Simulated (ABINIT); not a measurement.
Optical-spectrum calculation, with input and output: K (part 1 of 2)

The run: optical-spectrum calculation of K (Im-3m, 1 atom in the cell). Method and program: Kohn-Sham DFT of a periodic cell, PBEsol, PseudoDojo NC SR PBEsol v0.4.1 standard, no spin polarisation (ABINIT 10.8.3).

The structure derives from a Materials Project entry.

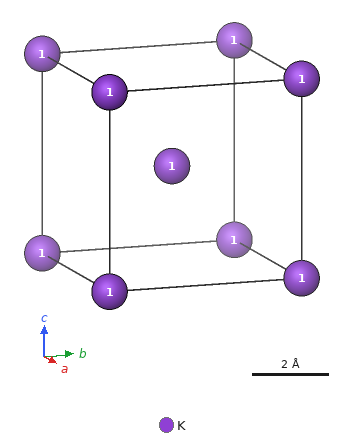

Fig. 1: The structure (ball-and-stick view of the cell 2 times as large as that of the calculation, set on its symmetry axes, seen slightly off an axis; atoms are numbered from 1 in the order of the input). An atom can appear more than once, as a periodic image.

### The input
```
# Datasets
ndtset 3

# Pseudopotentials
pp_dirpath "./"
pseudos "K.upf"

# Structure
acell 3*1.0 Angstrom
rprim
    -2.6975585167     2.6975585167     2.6975585167
     2.6975585167    -2.6975585167     2.6975585167
     2.6975585167     2.6975585167    -2.6975585167
ntypat 1
znucl 19
natom 1
typat 1
xred
            0.0            0.0            0.0

# Plane-wave basis
ecut 33.0

# k points
ngkpt 10 10 10
nshiftk 2
shiftk
     0.2500000000     0.2500000000     0.2500000000
    -0.2500000000    -0.2500000000    -0.2500000000
istwfk *1

# Exchange and correlation
ixc -116133

# Bands and occupations
occopt 3
tsmear 0.2 eV

# SCF cycle
nstep 80

# Output
iomode 3
prteig 0
prtebands 0

# Dataset 1: ground state
nband1 9
tolvrs1 1.0e-12
prtden1 1
prtwf1 0
kptopt1 1

# Dataset 2: empty bands at fixed density
iscf2 -3
getden2 1
nband2 14
nbdbuf2 4
tolwfr2 1.0e-12
nstep2 120
prtden2 0
kptopt2 1

# Dataset 3: wave functions and velocity matrix elements in the full zone
optdriver3 8
wfk_task3 "wfk_optics_fullbz"
getwfk3 2
nband3 10
kptopt3 1
prtevk3 1
inclvkb3 2
```

### File optic.abi
```
&FILES
 ddkfile_1 = 'runo_DS3_1_EVK.nc',
 ddkfile_2 = 'runo_DS3_2_EVK.nc',
 ddkfile_3 = 'runo_DS3_3_EVK.nc',
 wfkfile = 'runo_DS3_WFK.nc'
/
&PARAMETERS
 broadening = 0.001837,
 domega = 0.002,
 maxomega = 0.8,
 scissor = 0.000000,
 tolerance = 0.002
/
&COMPUTATIONS
 num_lin_comp = 1,
 lin_comp = 11,
 num_nonlin_comp = 0
/
```

Run on 1 thread of Arm Neoverse V2, 112 GiB of memory available, shared host.

Command:
```bash
abinit run.abi > log 2>&1
optic optic.abi > optic.log 2>&1
```

### What the program printed
```
.Version 10.8.3 of ABINIT
 DATASET    1 : space group Im -3 m (#229); Bravais cI (body-center cubic)
================================================================================
 Values of the parameters that define the memory need for DATASET  1.
     intxc =       0    ionmov =       0      iscf =       7    lmnmax =       6
     lnmax =       6     mgfft =      48  mpssoang =       3    mqgrid =    3001
     natom =       1  nloc_mem =       1    nspden =       1   nspinor =       1
    nsppol =       1      nsym =      48    n1xccc =    2501    ntypat =       1
    occopt =       3   xclevel =       2
       mpw =        4822          nfft =      110592          nkpt =          70
================================================================================
================================================================================

 DATASET    2 : space group Im -3 m (#229); Bravais cI (body-center cubic)
================================================================================
 Values of the parameters that define the memory need for DATASET  2.
     intxc =       0    ionmov =       0      iscf =      -3    lmnmax =       6
     lnmax =       6     mgfft =      48  mpssoang =       3    mqgrid =    3001
     natom =       1  nloc_mem =       1    nspden =       1   nspinor =       1
    nsppol =       1      nsym =      48    n1xccc =    2501    ntypat =       1
    occopt =       3   xclevel =       2
       mpw =        4822          nfft =      110592          nkpt =          70
================================================================================
================================================================================

 DATASET    3 : space group Im -3 m (#229); Bravais cI (body-center cubic)
================================================================================
 Values of the parameters that define the memory need for DATASET  3.
     intxc =       0    ionmov =       0      iscf =       7    lmnmax =       6
     lnmax =       6     mgfft =      48  mpssoang =       3    mqgrid =    3001
     natom =       1  nloc_mem =       1    nspden =       1   nspinor =       1
    nsppol =       1      nsym =      48    n1xccc =    2501    ntypat =       1
    occopt =       3   xclevel =       2
       mpw =        4822          nfft =      110592          nkpt =          70
================================================================================
================================================================================

--------------------------------------------------------------------------------
------------- Echo of variables that govern the present computation ------------
--------------------------------------------------------------------------------
 -outvars: echo values of preprocessed input variables --------
            acell      1.8897261259E+00  1.8897261259E+00  1.8897261259E+00 Bohr
              amu      3.90983000E+01
             ecut      3.30000000E+01 Hartree
           getden1          0
           getden2          1
           getden3          0
           getwfk1          0
           getwfk2          0
           getwfk3          2
             iscf1          7
             iscf2         -3
             iscf3          7
              ixc     -116133
           jdtset        1    2    3
                       outvar_i_n : Printing only first  50 k-points.
         kptrlatt       10    0   10      0   10   10    -10  -10    0
          kptrlen      1.01952936E+02
            natom           1
            nband1          9
            nband2         14
            nband3         10
           nbdbuf1          0
           nbdbuf2          4
           nbdbuf3          0
           ndtset           3
            ngfft          48      48      48
             nkpt          70
            nstep1         80
            nstep2        120
            nstep3         80
             nsym          48
           ntypat           1
                       prtocc : prtvol=0, do not print more k-points.
                       prtocc : prtvol=0, do not print more k-points.
                       prtocc : prtvol=0, do not print more k-points.
           occopt           3
        optdriver1          0
        optdriver2          0
        optdriver3          8
           prtden1          1
           prtden2          0
           prtden3          1
        prtebands           0
           prteig           0
           prtevk1          0
           prtevk2          0
           prtevk3          1
            prtwf1          0
            prtwf2          1
            prtwf3          1
            rprim     -2.6975585167E+00  2.6975585167E+00  2.6975585167E+00
                       2.6975585167E+00 -2.6975585167E+00  2.6975585167E+00
                       2.6975585167E+00  2.6975585167E+00 -2.6975585167E+00
           shiftk      5.00000000E-01  5.00000000E-01 -5.00000000E-01
          spgroup         229
           tolvrs1     1.00000000E-12
           tolvrs2     0.00000000E+00
           tolvrs3     0.00000000E+00
           tolwfr1     0.00000000E+00
           tolwfr2     1.00000000E-12
           tolwfr3     0.00000000E+00
           tsmear      7.34986444E-03 Hartree
            typat      1
         wfk_task1          0
         wfk_task2          0
         wfk_task3          7
                       outvars : Printing only first  50 k-points.
            znucl       19.00000

================================================================================

 chkinp: Checking input parameters for consistency, jdtset=   1.

 chkinp: Checking input parameters for consistency, jdtset=   2.

 chkinp: Checking input parameters for consistency, jdtset=   3.

================================================================================
== DATASET  1 ==================================================================

--- !DatasetInfo
iteration_state: {dtset: 1, }
dimensions: {natom: 1, nkpt: 70, mband: 9, nsppol: 1, nspinor: 1, nspden: 1, mpw: 4822, }
cutoff_energies: {ecut:  33.0, pawecutdg:  -1.0, }
electrons: {nelect:   9.00000000E+00, charge:   0.00000000E+00, occopt:   3.00000000E+00, tsmear:   7.34986444E-03, }
meta: {optdriver: 0, ionmov: 0, optcell: 0, iscf: 7, paral_kgb: 0, }
...

 Real(R)+Recip(G) space primitive vectors, cartesian coordinates (Bohr,Bohr^-1):
 R(1)= -5.0976468  5.0976468  5.0976468  G(1)=  0.0000000  0.0980845  0.0980845
 R(2)=  5.0976468 -5.0976468  5.0976468  G(2)=  0.0980845  0.0000000  0.0980845
 R(3)=  5.0976468  5.0976468 -5.0976468  G(3)=  0.0980845  0.0980845  0.0000000
 Unit cell volume ucvol=  5.2986986E+02 bohr^3
 Angles (23,13,12)=  1.09471221E+02  1.09471221E+02  1.09471221E+02 degrees

 getcut: wavevector=  0.0000  0.0000  0.0000  ngfft=  48  48  48
         ecut(hartree)=     33.000   => boxcut(ratio)=   2.10227

--- Pseudopotential description ------------------------------------------------
- pspini: atom type   1  psp file is ./K.upf
  19.00000   9.00000  180301                  znucl, zion, pspdat
12 -116133 2 -1 2250                          pspcod,pspxc,lmax,lloc,mmax
     nproj     2     2     2

   7.49254099E+01                                ecore*ucvol(ha*bohr**3)
--------------------------------------------------------------------------------

================================================================================

--- !BeginCycle
iteration_state: {dtset: 1, }
solver: {iscf: 7, nstep: 80, nline: 4, wfoptalg: 0, }
tolerances: {tolvrs: 1.00E-12, }
...

     iter   Etot(hartree)      deltaE(h)  residm     vres2
 ETOT  1  -29.992098756298    -2.999E+01 3.580E-02 1.076E+00
 ETOT  2  -29.998402415477    -6.304E-03 5.156E-03 2.030E-01
 ETOT  3  -29.998429006275    -2.659E-05 1.469E-03 4.479E-03
 ETOT  4  -29.998429976301    -9.700E-07 9.309E-04 4.496E-05
 ETOT  5  -29.998429979042    -2.741E-09 4.756E-04 2.177E-06
 ETOT  6  -29.998429979127    -8.507E-11 2.491E-04 7.749E-08
 ETOT  7  -29.998429979129    -2.071E-12 2.307E-04 3.383E-09
 ETOT  8  -29.998429979132    -2.196E-12 1.713E-04 8.104E-10
 ETOT  9  -29.998429979130     1.883E-12 1.010E-04 2.438E-12
 ETOT 10  -29.998429979131    -1.318E-12 1.473E-04 2.115E-14

 At SCF step   10       vres2   =  2.12E-14 < tolvrs=  1.00E-12 =>converged.

 Cartesian components of stress tensor (hartree/bohr^3)
  sigma(1 1)=  1.00962203E-05  sigma(3 2)=  0.00000000E+00
  sigma(2 2)=  1.00962203E-05  sigma(3 1)=  0.00000000E+00
  sigma(3 3)=  1.00962203E-05  sigma(2 1)=  0.00000000E+00
```
